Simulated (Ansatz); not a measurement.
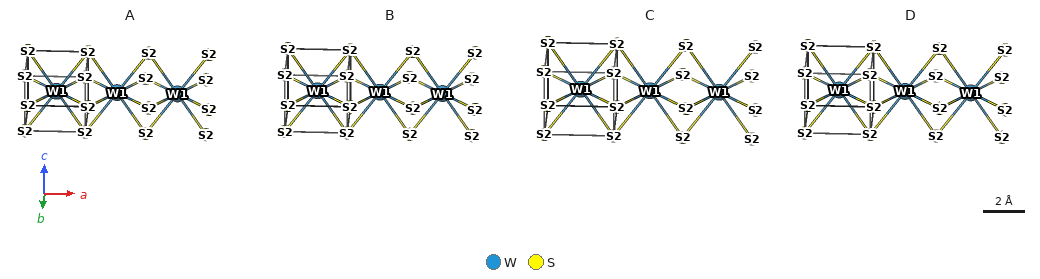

4 geometries from one relaxation of crystalline WS (a generated structure, set up in Pm-3m) (coarse preliminary run), in shuffled order. The picture is a ball-and-stick view of the cell of the calculation, repeated 3 × 1 × 1 with one cell outlined, seen from a free direction.

The calculation used DFT PBE, scalar-relativistic, plane waves, PAW (Ansatz 0.2.0). Settings: plane-wave cutoff 420 eV; k-point mesh 6 × 6 × 6; occupations gaussian; smearing width 0.1 eV; no spin polarisation; cell and atoms relaxed; force threshold 0.04 eV/Å; at most 70 steps.

> Order the frames from highest to lowest energy.

C, D, B, A. They are steps 0, 1, 2, 4, at +1184 meV per atom, +548 meV per atom, +95.3 meV per atom relative to the last. No atom moves by more than 0.005 Å relative to the cell. Cell: a = b = c 3.445 → 3.007 Å (−12.7 %). Volume −33.5 %. Some distances before and after: W1–W1 3.445 → 3.007 Å, W1–S2 2.983 → 2.604 Å. The space group stays Pm-3m (No. 221). After 3 accepted moves (4 points after the start) the energy has fallen by 1184 meV per atom. All forces vanish by symmetry, so only the cell relaxes. The pressure goes from −36.50 to −0.07 GPa. The SCF was repeated once at an unchanged geometry on a basis and grid sized afresh for the cell, which shifted the energy by 0.7 meV per atom at most. Cost: 4.7 s on 1 thread of Intel(R) Xeon(R) Platinum 8259CL CPU @ 2.50GHz (Skylake/Cascade Lake), on a shared host, peak memory 0.37 GiB.
